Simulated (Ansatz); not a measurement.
# Sn: a changed input and its effect

System: Sn (Pm-3m, 1 atom in the cell).
Method of run A: DFT, BLYP, plane waves (420 eV) with PAW, scalar-relativistic, no spin polarisation (Ansatz 0.2.0).

Text and figures count atoms from 1; the logs count them from 0 in places.

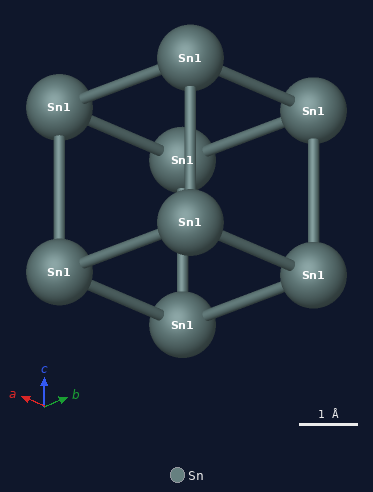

Fig. 1: The structure (ball-and-stick view of the cell of the calculation, seen at an oblique angle; atoms are numbered from 1 in the order of the input). Near neighbours in the crystal (not all of them lie inside the picture): Sn has 6 Sn at 3.13 Å.

**Input file, run A**
```yaml
crystal:
  lattice:
    - [3.130800767, 0.0, 0.0]
    - [0.0, 3.130800767, 0.0]
    - [0.0, 0.0, 3.130800767]
  atoms:
    - { symbol: Sn, position: [0.0, 0.0, 0.0] }
hamiltonian:
  xc: blyp
  pseudopotentials:
    kind: paw
    azcp:
      Sn: "pseudopotentials/Sn.paw.azcp"
basis:
  ecutwfc: 420
  fft_grid_basis: typed
kpoints:
  mp_grid: { grid: [16, 16, 16], shift: [0, 0, 0] }
magnetization:
  spin_polarized: false
scf:
  occupations: { method: fermi_dirac, width: 0.1 }
output:
  stress: true
  write_density: true
  write_potential: true
  elf: true
  volumetric_format: npy
```

Hardware: 2 threads of an Arm (aarch64) CPU, shared host.

**Output, shortened to warnings, some set-up lines, iterations and results (run A)**
```
Basis set: ecut = 420 eV, 619 PW (Γ), exchange–correlation on 48×48×48 points (8 copies of the dense FFT grid, shifted against one another)
Symmetry: 48 space group operations
k-points: 165 of 4096
Initial density: superposition of atomic densities (neutral atoms: chi_scale 0, normalization atom), corrected by the library's trained network
[...]
SCF iter   1: F=—  HF=-6040.469423 eV  |F-HF|=—  |Δ(HF+E_count)|=         —  Δρ=5.85e-3  dr2=9.29e-3  ethr=1.77e-3  ⟨swp⟩=5.1  Hψ=11105  notcnv=0
SCF iter   2: F=—  HF=-6040.467617 eV  |F-HF|=—  |Δ(HF+E_count)|=   1.81e-3  Δρ=3.74e-3  dr2=4.63e-3  ethr=6.64e-5  ⟨swp⟩=1.1  Hψ=3162  notcnv=0
SCF iter   3: F=—  HF=-6040.466565 eV  |F-HF|=—  |Δ(HF+E_count)|=   1.05e-3  Δρ=4.34e-4  dr2=3.67e-5  ethr=3.31e-5  ⟨swp⟩=1.9  Hψ=2019  notcnv=0
SCF iter   4: F=—  HF=-6040.466601 eV  |F-HF|=—  |Δ(HF+E_count)|=   3.62e-5  Δρ=2.18e-4  dr2=1.09e-5  ethr=2.62e-7  ⟨swp⟩=2.0  Hψ=2990  notcnv=0
SCF iter   5: F=—  HF=-6040.466595 eV  |F-HF|=—  |Δ(HF+E_count)|=   6.05e-6  Δρ=8.92e-5  dr2=1.93e-6  ethr=7.79e-8  ⟨swp⟩=2.5  Hψ=3050  notcnv=0
SCF iter   6: F=-6040.466594 eV  HF=-6040.466594 eV  |F-HF|=2.63e-9  |Δ(HF+E_count)|=   9.14e-7  Δρ=4.25e-6  dr2=3.87e-9  ethr=7.14e-10  ⟨swp⟩=7.6  Hψ=12630  notcnv=0
SCF 1 converged in 6 iterations: F = -6040.466594 eV  dr2 = 3.87e-9
SCF converged after 6 iterations
Free energy (F): -6040.466594 eV
Harris-Foulkes:  -6040.466594 eV  (|F-HF|=2.63e-9)
Internal energy: -6040.445831 eV  (E = F + TS)
E sigma→0 (E₀):  -6040.456213 eV
Entropy (-TS):   -0.020763 eV (-20.763 meV/atom)
Fermi energy:    9.363700 eV
--- Per-component energies (eV) ---
  E_band       = -99.152829
  E_kinetic    = 187.002195
  E_local      = -954.502301  (includes V_loc(G=0)·N_el)
  E_nonlocal   = -33.078905
  E_hartree    = 573.244096
  E_xc         = -380.021098
  E_vxc        = -94.095363  (∫ρ·V_xc dr)
  E_paw        = -4154.090842  (= ΣΔE_a)
  E_vpaw       = -350.967811  (= ΣTr[D̂ρ^β])
  E_aug_tail   = -0.000000  (compensation charges beyond the density's cutoff)
  E_ewald      = -1278.872699
  E_core_change = -0.126277  (= ΣΔE_core)
  E_smearing   = -0.020763  (= −TS)
  E_closure    = -0.000000  (closes the sum)
  Σ components = -6040.466594   (vs F -6040.466594, Δ=0.00e0)
--- Stress (GPa, compression-positive) ---
        1.831478       0.000000       0.000000
       -0.000000       1.831478       0.000000
        0.000000       0.000000       1.831478
  P = ⅓ Tr σ = 1.8315 GPa (18.315 kbar)
```

The input of run B differs as follows (lines with − go, lines with + come):
```diff
-    - [3.130800767, 0.0, 0.0]
-    - [0.0, 3.130800767, 0.0]
-    - [0.0, 0.0, 3.130800767]
+    - [3.2958772455, 0.0, 0.0]
+    - [0.0, 3.2958772455, 0.0]
+    - [0.0, 0.0, 3.2958772455]
```

What does this change do to the results?

With the same functional and potentials, run B lies 27.7 meV per atom higher. The pressure goes from 1.83 to −2.84 GPa. The volume per atom goes from 30.69 to 35.80 Å³. The number of SCF iterations is the same. The plane waves at Γ go from 619 to 739.

**Output, shortened to warnings, some set-up lines, iterations and results (run B)**
```
Basis set: ecut = 420 eV, 739 PW (Γ), exchange–correlation on 48×48×48 points (8 copies of the dense FFT grid, shifted against one another)
Symmetry: 48 space group operations
k-points: 165 of 4096
Initial density: superposition of atomic densities (neutral atoms: chi_scale 0, normalization atom), corrected by the library's trained network
[...]
SCF iter   1: F=—  HF=-6040.441681 eV  |F-HF|=—  |Δ(HF+E_count)|=         —  Δρ=5.19e-3  dr2=9.51e-3  ethr=1.77e-3  ⟨swp⟩=5.2  Hψ=11256  notcnv=0
SCF iter   2: F=—  HF=-6040.439845 eV  |F-HF|=—  |Δ(HF+E_count)|=   1.84e-3  Δρ=3.35e-3  dr2=4.81e-3  ethr=6.79e-5  ⟨swp⟩=1.2  Hψ=3177  notcnv=0
SCF iter   3: F=—  HF=-6040.438924 eV  |F-HF|=—  |Δ(HF+E_count)|=   9.20e-4  Δρ=5.16e-4  dr2=8.85e-5  ethr=3.44e-5  ⟨swp⟩=2.0  Hψ=2064  notcnv=0
SCF iter   4: F=—  HF=-6040.438997 eV  |F-HF|=—  |Δ(HF+E_count)|=   7.26e-5  Δρ=5.46e-4  dr2=7.68e-5  ethr=6.32e-7  ⟨swp⟩=2.0  Hψ=3015  notcnv=0
SCF iter   5: F=—  HF=-6040.438946 eV  |F-HF|=—  |Δ(HF+E_count)|=   5.07e-5  Δρ=1.25e-4  dr2=4.11e-6  ethr=5.49e-7  ⟨swp⟩=2.0  Hψ=2765  notcnv=0
SCF iter   6: F=-6040.438944 eV  HF=-6040.438944 eV  |F-HF|=2.66e-9  |Δ(HF+E_count)|=   2.58e-6  Δρ=4.91e-6  dr2=5.69e-9  ethr=7.14e-10  ⟨swp⟩=7.9  Hψ=13580  notcnv=0
SCF 1 converged in 6 iterations: F = -6040.438944 eV  dr2 = 5.69e-9
SCF converged after 6 iterations
Free energy (F): -6040.438944 eV
Harris-Foulkes:  -6040.438944 eV  (|F-HF|=2.66e-9)
Internal energy: -6040.413770 eV  (E = F + TS)
E sigma→0 (E₀):  -6040.426357 eV
Entropy (-TS):   -0.025173 eV (-25.173 meV/atom)
Fermi energy:    7.459823 eV
--- Per-component energies (eV) ---
  E_band       = -124.319703
  E_kinetic    = 185.331310
  E_local      = -1056.079382  (includes V_loc(G=0)·N_el)
  E_nonlocal   = -33.287094
  E_hartree    = 611.460007
  E_xc         = -379.389516
  E_vxc        = -93.165709  (∫ρ·V_xc dr)
  E_paw        = -4153.503416  (= ΣΔE_a)
  E_vpaw       = -350.037494  (= ΣTr[D̂ρ^β])
  E_aug_tail   = -0.000001  (compensation charges beyond the density's cutoff)
  E_ewald      = -1214.819403
  E_core_change = -0.126277  (= ΣΔE_core)
  E_smearing   = -0.025173  (= −TS)
  E_closure    = 0.000000  (closes the sum)
  Σ components = -6040.438944   (vs F -6040.438944, Δ=0.00e0)
--- Stress (GPa, compression-positive) ---
       -2.843005       0.000000       0.000000
        0.000000      -2.843005       0.000000
        0.000000      -0.000000      -2.843005
  P = ⅓ Tr σ = -2.8430 GPa (-28.430 kbar)
```

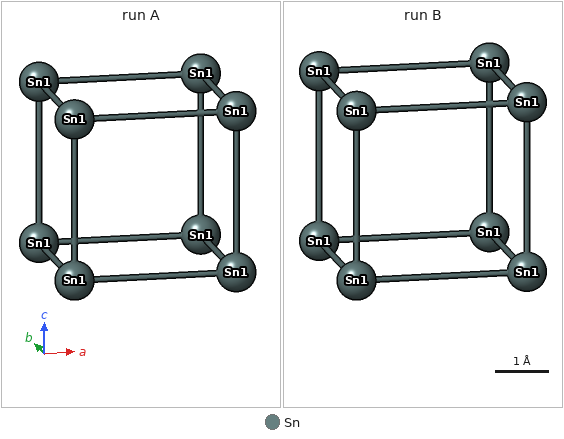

Fig. 2: The two input geometries at one scale (ball-and-stick view of the cell of the calculation, seen slightly off an axis). The atoms keep their places relative to the cell (all moves are under 0.005 Å). The drawn cell changes as follows: a = b = c 3.131 → 3.296 Å (+5.3 %); the volume changes by +16.7 %. Among the contacts that change: Sn1–Sn1 3.131 → 3.296 Å.

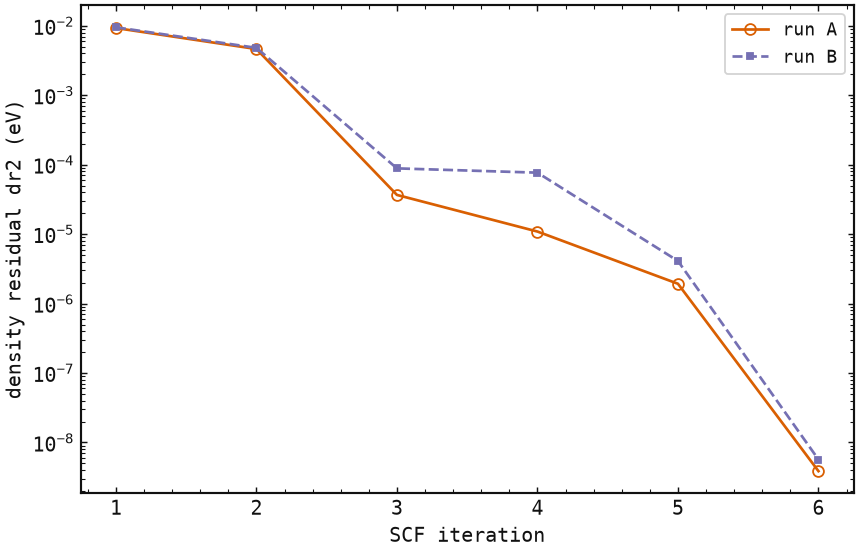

Fig. 3: Convergence of the two runs: density residual dr2 against the SCF iteration. Run A takes 6 iterations in all, and run B takes 6.

**The two runs side by side**

| quantity | run A | run B |
| --- | --- | --- |
| outcome | converged | converged |
| free energy per atom (eV) | −6040.4666 | −6040.4389 |
| energy per atom, smearing taken to zero (eV) | −6040.4562 | −6040.4264 |
| pressure (GPa) | 1.83 | −2.84 |
| volume per atom (Å³) | 30.69 | 35.80 |
| SCF iterations | 6 | 6 |
| irreducible k-points | 165 | 165 |
| plane waves at Γ | 619 | 739 |
| wall time (shared host) | 3.7 s | 3.6 s |
